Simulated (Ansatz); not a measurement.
**Band-structure calculation, with input and output: MoSe₂ (part 2 of 2)**

MoSe₂ (P6₃/mmc, 6 atoms in the cell); DFT, r2SCAN with spin-orbit coupling, plane waves, PAW (Ansatz 0.2.0); cutoff 500 eV, 12×12×2 k-mesh, Fermi–Dirac smearing of 0.02 eV. The structure was built on a prototype by a generator. The geometry comes from this level: r2scan-rvv10 (a point of a series of strains).

Geometry of the input (Å; fractional positions):
```
3.3054  0.0000  0.0000
-1.6527  2.8626  0.0000
0.0000  0.0000  13.0878
Mo 0.3333  0.6667  0.2500
Mo 0.6667  0.3333  0.7500
Se 0.6667  0.3333  0.3766
Se 0.6667  0.3333  0.1234
Se 0.3333  0.6667  0.8766
Se 0.3333  0.6667  0.6234
```

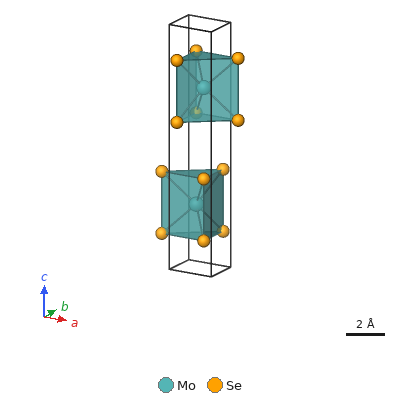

Figure 1. The input geometry (polyhedral view of the cell of the calculation, seen slightly off an axis; polyhedra are completed across the faces of the cell). An atom can appear more than once, as a periodic image.

### The program's output, continued
```
SCF iter   1: F=—  HF=-31828.322971 eV  |F-HF|=—  |Δ(HF+E_count)|=         —  Δρ=4.16e-2  dr2=3.92e0  dr2_τ=1.70e-2  dr2_m=0.00e0 (ungated)  ethr=3.10e-3  |M|=0.00e0 ∫|m|=0.00e0 μB  |m|>n=0.0e0 m-floor=0.0e0 τ_xc=0.0e0  β_m=0.30  ⟨swp⟩=5.8  Hψ=8424  notcnv=0
preconditioner: auto → Resta (q_TF=auto, 2.596 Å⁻¹)  ε∞=7.7  [insulator: Δε(μ)=0.776 eV  Ē_g=7.736 eV  σ=0.020 eV  W_gap=1.00  n_scr=40 (ndim 8)  ℏωp=20.0 eV  f_vac=0.029  D(μ)=0.00/eV (n_scr^D=0)  ε∞_Penn≈7.7]
spin=Noncollinear: Resta preconditioning applied to the charge; magnetization (m_x, m_y, m_z) channels mix plain (no charge-response kernel on spin).
SCF iter   2: F=—  HF=-31827.982581 eV  |F-HF|=—  |Δ(HF+E_count)|=   3.40e-1  Δρ=3.13e-2  dr2=2.31e0  dr2_τ=6.66e-3  dr2_m=0.00e0 (ungated)  ethr=3.10e-3  |M|=0.00e0 ∫|m|=0.00e0 μB  |m|>n=0.0e0 m-floor=0.0e0 τ_xc=0.0e0  β_m=0.65  ⟨swp⟩=2.0  Hψ=2486  notcnv=0  defer=120
SCF iter   3: F=—  HF=-31827.568197 eV  |F-HF|=—  |Δ(HF+E_count)|=   4.14e-1  Δρ=6.58e-3  dr2=7.32e-2  dr2_τ=3.10e-3  dr2_m=0.00e0 (ungated)  ethr=2.52e-3  |M|=0.00e0 ∫|m|=0.00e0 μB  |m|>n=0.0e0 m-floor=0.0e0 τ_xc=0.0e0  β_m=0.63  ⟨swp⟩=2.0  Hψ=2692  notcnv=0  defer=120
SCF iter   4: F=—  HF=-31827.565945 eV  |F-HF|=—  |Δ(HF+E_count)|=   2.25e-3  Δρ=3.37e-3  dr2=2.82e-2  dr2_τ=2.01e-4  dr2_m=0.00e0 (ungated)  ethr=7.96e-5  |M|=0.00e0 ∫|m|=0.00e0 μB  |m|>n=0.0e0 m-floor=0.0e0 τ_xc=0.0e0  β_m=0.82  ⟨swp⟩=3.0  Hψ=4117  notcnv=0  defer=132
SCF iter   5: F=—  HF=-31827.567597 eV  |F-HF|=—  |Δ(HF+E_count)|=   1.65e-3  Δρ=1.53e-3  dr2=5.87e-3  dr2_τ=9.75e-5  dr2_m=0.00e0 (ungated)  ethr=3.06e-5  |M|=0.00e0 ∫|m|=0.00e0 μB  |m|>n=0.0e0 m-floor=0.0e0 τ_xc=0.0e0  β_m=0.83  ⟨swp⟩=2.1  Hψ=2532  notcnv=0  defer=132
SCF iter   6: F=—  HF=-31827.567592 eV  |F-HF|=—  |Δ(HF+E_count)|=   4.35e-6  Δρ=4.48e-4  dr2=3.35e-4  dr2_τ=2.22e-6  dr2_m=0.00e0 (ungated)  ethr=6.38e-6  |M|=0.00e0 ∫|m|=0.00e0 μB  |m|>n=0.0e0 m-floor=0.0e0 τ_xc=0.0e0  β_m=0.86  ⟨swp⟩=2.0  Hψ=2464  notcnv=0  defer=132
SCF iter   7: F=—  HF=-31827.567581 eV  |F-HF|=—  |Δ(HF+E_count)|=   1.16e-5  Δρ=1.68e-4  dr2=4.08e-5  dr2_τ=7.03e-7  dr2_m=0.00e0 (ungated)  ethr=3.64e-7  |M|=0.00e0 ∫|m|=0.00e0 μB  |m|>n=0.0e0 m-floor=0.0e0 τ_xc=0.0e0  β_m=0.85  ⟨swp⟩=2.0  Hψ=3544  notcnv=0  defer=132
SCF iter   8: F=—  HF=-31827.567432 eV  |F-HF|=—  |Δ(HF+E_count)|=   1.49e-4  Δρ=4.59e-5  dr2=2.30e-6  dr2_τ=2.35e-8  dr2_m=0.00e0 (ungated)  ethr=4.44e-8  |M|=0.00e0 ∫|m|=0.00e0 μB  |m|>n=0.0e0 m-floor=0.0e0 τ_xc=0.0e0  β_m=0.92  ⟨swp⟩=2.0  Hψ=3550  notcnv=0  defer=132
SCF iter   9: F=—  HF=-31827.567435 eV  |F-HF|=—  |Δ(HF+E_count)|=   3.08e-6  Δρ=1.20e-5  dr2=2.26e-7  dr2_τ=2.73e-9  dr2_m=0.00e0 (ungated)  ethr=2.50e-9  |M|=0.00e0 ∫|m|=0.00e0 μB  |m|>n=0.0e0 m-floor=0.0e0 τ_xc=0.0e0  β_m=0.96  ⟨swp⟩=2.0  Hψ=2556  notcnv=0  defer=132
SCF iter  10: F=-31827.567436 eV  HF=-31827.567436 eV  |F-HF|=1.24e-9  |Δ(HF+E_count)|=   2.03e-7  Δρ=2.08e-6  dr2=4.34e-9  dr2_τ=6.47e-11  dr2_m=0.00e0 (ungated)  ethr=1.09e-10  |M|=0.00e0 ∫|m|=0.00e0 μB  |m|>n=0.0e0 m-floor=0.0e0 τ_xc=0.0e0  ⟨swp⟩=17.2  Hψ=19665  notcnv=0
SCF 1 converged in 10 iterations: F = -31827.567436 eV  dr2 = 4.34e-9
  greatest PAW one-centre occupation: 0.999 electrons in one spin orbital (limit 2), on the Se atom at site 4 (counted from 0), in its partial waves of l = 2
NSCF: frozen V_eff on 7 k-points
SCF converged after 10 iterations
Magnetization: |M| = 0.0000 μB,  M = (+0.0000, +0.0000, +0.0000) μB
Absolute magnetization: 0.0000 μB (∫|m|)
  site 0: m = (+0.0000, +0.0000, +0.0000) μB, |m| = 0.0000 μB  (R = 1.04 Å)
  site 1: m = (+0.0000, +0.0000, +0.0000) μB, |m| = 0.0000 μB  (R = 1.04 Å)
  site 2: m = (+0.0000, +0.0000, +0.0000) μB, |m| = 0.0000 μB  (R = 1.04 Å)
  site 3: m = (+0.0000, +0.0000, +0.0000) μB, |m| = 0.0000 μB  (R = 1.04 Å)
  site 4: m = (+0.0000, +0.0000, +0.0000) μB, |m| = 0.0000 μB  (R = 1.04 Å)
  site 5: m = (+0.0000, +0.0000, +0.0000) μB, |m| = 0.0000 μB  (R = 1.04 Å)
Free energy (F): -31827.567436 eV
Harris-Foulkes:  -31827.567436 eV  (|F-HF|=1.24e-9)
Internal energy: -31827.567436 eV  (E = F + TS)
E sigma→0 (E₀):  -31827.567436 eV
Fermi energy:    12.381312 eV
--- Per-component energies (eV) ---
  E_band       = -1743.960081
  E_kinetic    = 1358.241577
  E_local      = -12134.085028  (includes V_loc(G=0)·N_el)
  E_nonlocal   = -2094.870386
  E_hartree    = 5736.361926
  E_xc         = -752.042896
  E_vxc        = -937.651729  (∫ρ·V_xc dr)
  E_paw        = -14110.931857  (= ΣΔE_a)
  E_vpaw       = 537.194214  (= ΣTr[D̂ρ^β])
  E_aug_tail   = -0.000821  (compensation charges beyond the density's cutoff)
  E_vtau       = 54.486283  (kinetic-family band-sum trace: ∫τ·v_τ [+ j·A + Jᵃ·Aᵃ] dr)
  E_ewald      = -9822.806336
  E_core_change = -7.433615  (= ΣΔE_core)
  E_smearing   = -0.000000  (= −TS)
  E_closure    = 0.000000  (closes the sum)
  Σ components = -31827.567436   (vs F -31827.567436, Δ=0.00e0)
--- Forces (eV/Å), atoms counted from 1 ---
  atom   1  Mo     0.00000000     0.00000000     0.00000000
  atom   2  Mo     0.00000000    -0.00000000     0.00000000
  atom   3  Se    -0.00000000     0.00000000    -0.03809577
  atom   4  Se    -0.00000000     0.00000000     0.03809577
  atom   5  Se     0.00000000    -0.00000000    -0.03809577
  atom   6  Se    -0.00000000    -0.00000000     0.03809577
  max |Σ_I F_I| component: 5.78e-19 eV/Å
--- Stress (GPa, compression-positive) ---
        1.282931       0.000000       0.000000
       -0.000000       1.282931       0.000000
        0.000000       0.000000       1.177609
  P = ⅓ Tr σ = 1.2478 GPa (12.478 kbar)
--- Band table (eV; the first three rows and the last of 38) ---
  k-point 0: bands = ["-51.2893", "-51.2893", "-51.2893", "-51.2893", "-37.2666", "-37.2666", "-37.2666", "-37.2666", "-37.2663", "-37.2663", "-37.2663", "-37.2663", "-37.2302", "-37.2302", "-37.2300", "-37.2300", "-37.2300", "-37.2300", "-37.2298", "-37.2298", "-36.3784", "-36.3784", "-36.3784", "-36.3784", "-36.3780", "-36.3780", "-36.3780", "-36.3780", "-36.3487", "-36.3487", "-36.3485", "-36.3485", "-36.3476", "-36.3476", "-36.3474", "-36.3474", "-36.3312", "-36.3312", "-36.3309", "-36.3309", "-36.3301", "-36.3301", "-36.3298", "-36.3298", "-26.2901", "-26.2901", "-26.2900", "-26.2900", "-23.8808", "-23.8808", "-23.8807", "-23.8807", "-23.7574", "-23.7574", "-23.7573", "-23.7573", "-3.5065", "-3.5065", "-3.2611", "-3.2611", "-2.4745", "-2.4745", "-2.0995", "-2.0995", "5.2669", "5.2669", "6.3112", "6.3112", "8.4934", "8.4934", "9.1610", "9.1610", "9.1617", "9.1617", "9.1743", "9.1743", "9.1754", "9.1754", "10.0718", "10.0718", "10.1207", "10.1207", "10.2769", "10.2769", "10.3176", "10.3176", "10.8752", "10.8752", "10.8959", "10.8959", "11.8887", "11.8887", "14.3252", "14.3252", "14.3804", "14.3804", "14.5475", "14.5475", "14.5764", "14.5764", "14.6386", "14.6386"]
  k-point 1: bands = ["-51.2893", "-51.2893", "-51.2893", "-51.2893", "-37.2666", "-37.2666", "-37.2666", "-37.2666", "-37.2663", "-37.2663", "-37.2663", "-37.2663", "-37.2301", "-37.2301", "-37.2301", "-37.2301", "-37.2298", "-37.2298", "-37.2298", "-37.2298", "-36.3784", "-36.3784", "-36.3784", "-36.3784", "-36.3780", "-36.3780", "-36.3780", "-36.3780", "-36.3486", "-36.3486", "-36.3486", "-36.3486", "-36.3475", "-36.3475", "-36.3475", "-36.3475", "-36.3311", "-36.3311", "-36.3311", "-36.3311", "-36.3299", "-36.3299", "-36.3299", "-36.3299", "-26.2900", "-26.2900", "-26.2900", "-26.2900", "-23.8808", "-23.8808", "-23.8808", "-23.8808", "-23.7573", "-23.7573", "-23.7573", "-23.7573", "-3.4028", "-3.4028", "-3.4028", "-3.4028", "-2.2695", "-2.2695", "-2.2695", "-2.2695", "5.6961", "5.6961", "5.6961", "5.6961", "9.1284", "9.1284", "9.1284", "9.1284", "9.1675", "9.1675", "9.1675", "9.1675", "9.5178", "9.5178", "9.5178", "9.5178", "10.1022", "10.1022", "10.1022", "10.1022", "10.2973", "10.2973", "10.2973", "10.2973", "11.6792", "11.6792", "11.6792", "11.6792", "14.3429", "14.3429", "14.3429", "14.3429", "14.5948", "14.5948", "14.5948", "14.5948", "14.6435", "14.6435"]
  k-point 2: bands = ["-51.2876", "-51.2876", "-51.2876", "-51.2876", "-37.2665", "-37.2665", "-37.2664", "-37.2664", "-37.2662", "-37.2662", "-37.2662", "-37.2662", "-37.2302", "-37.2302", "-37.2301", "-37.2301", "-37.2299", "-37.2299", "-37.2297", "-37.2297", "-36.3782", "-36.3782", "-36.3782", "-36.3782", "-36.3778", "-36.3778", "-36.3778", "-36.3778", "-36.3487", "-36.3487", "-36.3485", "-36.3485", "-36.3477", "-36.3477", "-36.3475", "-36.3475", "-36.3312", "-36.3312", "-36.3309", "-36.3309", "-36.3300", "-36.3300", "-36.3297", "-36.3297", "-26.2949", "-26.2949", "-26.2949", "-26.2949", "-23.8824", "-23.8824", "-23.8824", "-23.8824", "-23.7695", "-23.7695", "-23.7695", "-23.7695", "-3.4067", "-3.4067", "-3.1632", "-3.1632", "-2.4170", "-2.4170", "-2.0516", "-2.0516", "5.3873", "5.3873", "6.4288", "6.4288", "8.3561", "8.3561", "8.9112", "8.9112", "8.9288", "8.9288", "9.2538", "9.2538", "9.2705", "9.2705", "9.7220", "9.7220", "10.0109", "10.0109", "10.0441", "10.0441", "10.2735", "10.2735", "10.8724", "10.8724", "11.0961", "11.0961", "11.7303", "11.7303", "14.2290", "14.2290", "14.2462", "14.2462", "14.3383", "14.3383", "14.3865", "14.3865", "14.5378", "14.5378"]
  k-point 37: bands = ["-51.2613", "-51.2613", "-51.2613", "-51.2613", "-37.2653", "-37.2653", "-37.2644", "-37.2644", "-37.2643", "-37.2643", "-37.2640", "-37.2640", "-37.2305", "-37.2305", "-37.2299", "-37.2299", "-37.2299", "-37.2299", "-37.2284", "-37.2284", "-36.3761", "-36.3761", "-36.3751", "-36.3751", "-36.3750", "-36.3750", "-36.3749", "-36.3749", "-36.3502", "-36.3502", "-36.3487", "-36.3487", "-36.3480", "-36.3480", "-36.3474", "-36.3474", "-36.3305", "-36.3305", "-36.3301", "-36.3301", "-36.3290", "-36.3290", "-36.3280", "-36.3280", "-26.3853", "-26.3853", "-26.3654", "-26.3654", "-23.9815", "-23.9815", "-23.9416", "-23.9416", "-23.9057", "-23.9057", "-23.8924", "-23.8924", "-1.2900", "-1.2900", "-1.2436", "-1.2436", "-1.1596", "-1.1596", "-1.1568", "-1.1568", "6.1271", "6.1271", "6.2491", "6.2491", "6.6130", "6.6130", "6.7737", "6.7737", "7.2826", "7.2826", "7.3644", "7.3644", "7.6312", "7.6312", "7.6995", "7.6995", "8.4722", "8.4722", "8.6401", "8.6401", "9.1822", "9.1822", "9.2109", "9.2109", "11.3684", "11.3684", "11.5532", "11.5532", "13.0308", "13.0308", "13.0526", "13.0526", "14.2198", "14.2198", "14.2280", "14.2280", "14.6685", "14.6685"]
```

### Key numbers

```json
{"quantity": "outcome", "value": "converged"}
{"quantity": "space group (tolerance 0.01 Å)", "value": "P6₃/mmc (194)"}
{"quantity": "electrons treated", "value": "92"}
{"quantity": "free energy", "value": "−31827.5674 eV"}
{"quantity": "Fermi energy", "value": "12.381 eV"}
{"quantity": "gap on the k-point mesh", "value": "1.02 eV"}
{"quantity": "net moment of the cell", "value": "0.00 μB"}
{"quantity": "integrated absolute moment", "value": "0.00 μB"}
{"quantity": "pressure", "value": "1.25 GPa"}
{"quantity": "largest force (length of the vector)", "value": "0.038 eV/Å"}
{"quantity": "hardware", "value": "1 × NVIDIA H100 80GB HBM3, 2 threads of AMD EPYC (Zen 3), 1656 GiB of memory available, shared host"}
{"quantity": "wall time", "value": "15 s (CPU time 15 s)"}
{"quantity": "peak memory", "value": "1.7 GiB"}
```
